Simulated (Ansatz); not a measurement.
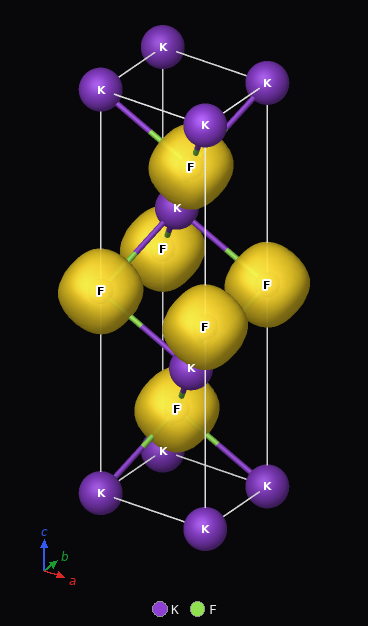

KF. Isosurface of the ELF at 0.65 (yellow), seen slightly off an axis. Core shells and regions of very low density are left out. Sticks mark near contacts.

Space group R-3m; computed pressure about 3 GPa in this cell.

Theory: Ansatz, DFT LDA, scalar-relativistic, plane waves, PAW.

Core electrons are frozen (PAW), and the valence fields are smoothed inside the atomic spheres.

Describe the localisation domains.

At this value the surface marks out three regions wrapped around F (the valence shell of each), counted in one cell of 6 atoms. Any copies at cell faces, edges or corners count once.

Values along the shortest contacts:
K–F (2.53 Å): the ELF is about 0.05 at the midpoint; a closed-shell, largely ionic contact.
